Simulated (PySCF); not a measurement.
# W: converge calculation

- system: W (Fm-3m, 1 atom in the cell)
- method: Kohn-Sham DFT of a periodic cell in Gaussian orbitals, PBE, DZVP-MOLOPT-SR/GTH-PBE, no spin polarisation (PySCF 2.14.0)

The structure derives from an entry of the Crystallography Open Database. It belongs to a series of runs on one base structure; here: density cutoff = 140.

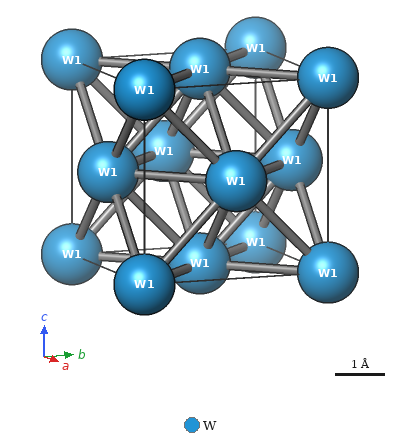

Figure 1. The input geometry (ball-and-stick view of the cell 4 times as large as that of the calculation, set on its symmetry axes, seen slightly off an axis; atoms are numbered from 1 in the order of the input). An atom can appear more than once, as a periodic image. Near neighbours in the periodic cell (some may lie outside the picture): W has 12 W at 2.87 Å.

### Input
```python
import json
import numpy as np
from pyscf.pbc import gto, scf, dft, df

cell = gto.Cell()
cell.basis = 'DZVP-MOLOPT-SR-GTH-q14'
cell.pseudo = 'GTH-PBE-q14'
cell.fromfile('POSCAR', format='poscar')
cell.ke_cutoff = 140  # hartree
cell.exp_to_discard = 0.02
cell.precision = 1e-08
cell.space_group_symmetry = True
cell.symmorphic = False
cell.max_memory = 2940  # MB
cell.verbose = 4
cell.build()

res = {}
kpts = cell.make_kpts([4, 4, 4], space_group_symmetry=True, time_reversal_symmetry=True)
cell.space_group_symmetry = False  # the mesh holds the operations; no search on the supercells of the integral code
mf = dft.KRKS(cell, kpts, xc='pbe')
mf = mf.multigrid_numint()
mf = mf.smearing(sigma=0.00183747, method='fermi')  # hartree
mf.conv_tol = 1e-07
mf.max_cycle = 60

mf.kernel()
res.update(converged=bool(mf.converged), e_tot=mf.e_tot, nelec=cell.nelectron, nao=cell.nao, mesh=list(map(int, cell.mesh)), a=cell.lattice_vectors().tolist(), coords=cell.atom_coords().tolist(),
           mo_energy=[np.real(x).tolist() for x in mf.mo_energy], mo_occ=[np.real(x).tolist() for x in mf.mo_occ])
res.update(e_free=mf.e_free, e_zero=mf.e_zero)
res.update(kpts=kpts.kpts_scaled_ibz.tolist(), weights=kpts.weights_ibz.tolist())
res['parts'] = {k: float(np.real(v)) for k, v in mf.scf_summary.items() if np.isscalar(v)}
json.dump(res, open('results.json', 'w'))
if not mf.converged:
    raise SystemExit('SCF not converged')

print('levels (eV)')
for i, kp in enumerate(res['kpts'][:40]):
    print('k %7.4f %7.4f %7.4f  ' % tuple(kp), ' '.join('%.3f' % (x * 27.211386) for x in res['mo_energy'][i][:12]))

mf = mf.to_khf()  # unfold to the whole mesh
kpts = mf.kpts
# Mulliken populations
dm, s = np.asarray(mf.make_rdm1()), np.asarray(mf.get_ovlp())
sites = cell.aoslice_by_atom()[:, 2:]
tot = np.einsum('kij,kji->i', dm, s).real / len(kpts)
res['mulliken'] = [cell.atom_charge(i) - tot[a0:a1].sum() for i, (a0, a1) in enumerate(sites)]
print('Mulliken charges', np.round(res['mulliken'], 5))
res['meta_lowdin'] = mf.mulliken_meta()[1].tolist()
res['done'] = True
json.dump(res, open('results.json', 'w'))
```

### File POSCAR
```
W
1.0
    0.0000000000      2.0300000000      2.0300000000
    2.0300000000      0.0000000000      2.0300000000
    2.0300000000      2.0300000000      0.0000000000
W
1
Direct
    0.0000000000      0.0000000000      0.0000000000
```

Hardware: 2 threads of Arm Neoverse V1, 24 GiB of memory available, shared host.

Run as:
```bash
OMP_NUM_THREADS=2 python -u run.py > log
```

### Log
```
Discarded 0 diffused primitive functions, 0 contracted functions
time reversal: False
k-points in IBZ                         weights
  0:  0.000000,  0.000000,  0.000000    1/64
  1:  0.500000,  0.500000,  0.000000    3/64
  2:  0.500000,  0.500000,  0.500000    4/64
  3:  0.750000,  0.500000,  0.250000    6/64
  4:  0.750000,  0.750000,  0.000000    6/64
  5:  0.750000,  0.750000,  0.250000    24/64
  6:  0.750000,  0.750000,  0.500000    12/64
  7:  0.750000,  0.750000,  0.750000    8/64

******** <class 'pyscf.pbc.scf.smearing.SmearingKsymAdaptedKRKS'> ********
method = SmearingKsymAdaptedKRKS
initial guess = minao
damping factor = 0
level_shift factor = 0
DIIS = <class 'pyscf.scf.diis.CDIIS'>
diis_start_cycle = 1
diis_space = 8
diis_damp = 0
SCF conv_tol = 1e-07
SCF conv_tol_grad = None
SCF max_cycles = 60
direct_scf = True
direct_scf_tol = 1e-13

******** PBC SCF flags ********
N kpts (BZ) = 64
N kpts (IBZ) = 8
Exchange divergence treatment (exxdiv) = ewald
    madelung (= occupied orbital energy shift) = 0.14939683034682794
    Total energy shift due to Ewald probe charge = -1/2 * Nelec*madelung = -1.04577781243
DF object = <pyscf.pbc.df.fft.FFTDF object>
XC functionals = pbe
small_rho_cutoff = 0
Uniform grid, mesh = [31 31 31]
Set gradient conv threshold to 0.000316228
nelec by numeric integration = 14.000001500357984
init E= -67.8109248763454
    sigma = 0.00183747  Optimized mu = 0.83709158166  entropy = 0.332418039383
nelec by numeric integration = 13.999999999999948
    Total E(T) = -68.1680124665175  Free energy = -68.1686232746923  E0 = -68.1683178706049
cycle= 1 E= -68.1680124665175  delta_E= -0.357  |g|= 1.07  |ddm|= 11.4
    sigma = 0.00183747  Optimized mu = 0.725669423284  entropy = 0.181766227949
nelec by numeric integration = 13.999999999999984
    Total E(T) = -68.2025433826269  Free energy = -68.2028773726177  E0 = -68.2027103776223
cycle= 2 E= -68.2025433826269  delta_E= -0.0345  |g|= 0.699  |ddm|= 9.79
    sigma = 0.00183747  Optimized mu = 0.766095230044  entropy = 0.400699552067
nelec by numeric integration = 13.999999999999973
    Total E(T) = -68.2325527310027  Free energy = -68.2332890044086  E0 = -68.2329208677056
cycle= 3 E= -68.2325527310027  delta_E= -0.03  |g|= 0.00312  |ddm|= 3.72
    sigma = 0.00183747  Optimized mu = 0.766075848042  entropy = 0.399428149138
nelec by numeric integration = 13.999999999999979
    Total E(T) = -68.2325564985334  Free energy = -68.2332904357746  E0 = -68.232923467154
cycle= 4 E= -68.2325564985334  delta_E= -3.77e-06  |g|= 0.0011  |ddm|= 0.0542
    sigma = 0.00183747  Optimized mu = 0.765992972907  entropy = 0.399580620641
nelec by numeric integration = 13.99999999999997
    Total E(T) = -68.2325563026268  Free energy = -68.2332905200298  E0 = -68.2329234113283
cycle= 5 E= -68.2325563026268  delta_E= 1.96e-07  |g|= 2.43e-05  |ddm|= 0.00746
    sigma = 0.00183747  Optimized mu = 0.765991291234  entropy = 0.399582947462
nelec by numeric integration = 13.999999999999979
    Total E(T) = -68.2325562983882  Free energy = -68.2332905200667  E0 = -68.2329234092274
cycle= 6 E= -68.2325562983882  delta_E= 4.24e-09  |g|= 8.43e-08  |ddm|= 0.000148
    sigma = 0.00183747  Optimized mu = 0.765991292851  entropy = 0.399582977224
```

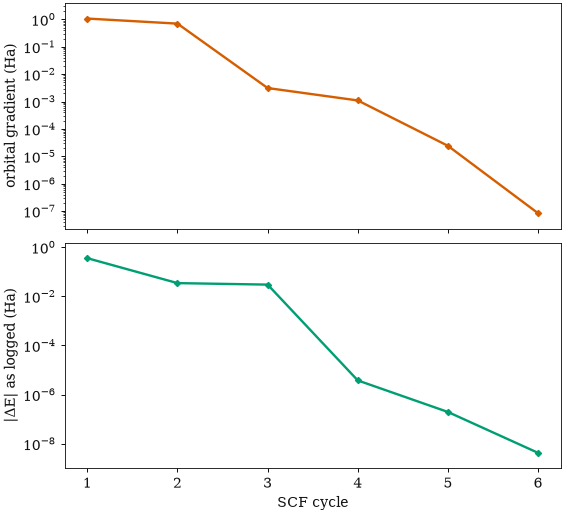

Figure 2. Convergence of the self-consistent field: orbital gradient and size of the energy change against the SCF cycle. The residual falls at every step.

```
nelec by numeric integration = 13.999999999999972
    Total E(T) = -68.2325562983336  Free energy = -68.2332905200668  E0 = -68.2329234092002
Extra cycle  E= -68.2325562983336  delta_E= 5.46e-11  |g|= 2.23e-08  |ddm|= 1.05e-06
converged SCF energy = -68.2325562983336
levels (eV)
k  0.0000  0.0000  0.0000   -52.661 -16.822 -16.822 -16.822 11.978 20.378 20.378 20.378 23.431 23.431 34.912 40.606
k  0.5000  0.5000  0.0000   -52.529 -17.825 -17.211 -17.211 15.495 16.486 23.807 25.792 26.549 26.549 33.143 33.143
k  0.5000  0.5000  0.5000   -52.562 -17.892 -16.967 -16.967 15.376 20.161 20.161 21.412 25.840 25.840 30.978 35.368
k  0.7500  0.5000  0.2500   -52.529 -17.525 -17.525 -17.225 17.204 18.893 18.893 22.140 26.555 31.014 31.492 31.492
k  0.7500  0.7500  0.0000   -52.595 -17.350 -17.019 -17.019 14.903 18.050 20.775 22.447 22.447 24.481 40.134 40.134
k  0.7500  0.7500  0.2500   -52.545 -17.711 -17.251 -17.090 16.616 18.014 19.921 22.304 26.037 27.569 30.750 37.232
k  0.7500  0.7500  0.5000   -52.562 -17.595 -17.276 -16.968 16.839 18.830 19.071 21.763 23.107 27.344 33.622 37.043
k  0.7500  0.7500  0.7500   -52.612 -17.374 -16.895 -16.895 14.171 19.344 20.801 20.801 23.500 23.500 35.507 38.600
Mulliken charges [-0.]
 ** Mulliken pop on meta-lowdin orthogonal AOs **
 ** Mulliken pop  **
pop of  0 W 5s            1.99716
pop of  0 W 6s            1.02407
pop of  0 W 7s            0.01107
pop of  0 W 5px           1.99964
pop of  0 W 5py           1.99964
pop of  0 W 5pz           1.99964
pop of  0 W 6px           0.01421
pop of  0 W 6py           0.01421
pop of  0 W 6pz           0.01421
pop of  0 W 5dxy          1.07055
pop of  0 W 5dyz          1.07055
pop of  0 W 5dz^2         0.83171
pop of  0 W 5dxz          1.07055
pop of  0 W 5dx2-y2       0.83171
pop of  0 W 6dxy          0.00771
pop of  0 W 6dyz          0.00771
pop of  0 W 6dz^2         0.00689
pop of  0 W 6dxz          0.00771
pop of  0 W 6dx2-y2       0.00689
pop of  0 W 5f-3          0.00207
pop of  0 W 5f-2          0.00362
pop of  0 W 5f-1          0.00145
pop of  0 W 5f+0          0.00299
pop of  0 W 5f+1          0.00145
pop of  0 W 5f+2          0.00053
pop of  0 W 5f+3          0.00207
 ** Mulliken atomic charges  **
charge of    0W =      0.00000
```

### Summary

| quantity | value |
| --- | --- |
| outcome | converged |
| space group (tolerance 0.01 Å) | Fm-3m (225) |
| electrons treated | 14 |
| free energy | −1856.7224 eV |
| total energy | −1856.7024 eV |
| Fermi energy | 20.844 eV |
| gap on the k-point mesh | none (metallic) |
| wall time | 92 s (CPU time 2.9 min) |
| peak memory | 0.88 GiB |

Points of doubt noted for this run: coarse mesh. Spin–orbit coupling is left out, which matters for W. The k-point mesh is coarse for a cell of this size, so the results may not be converged.
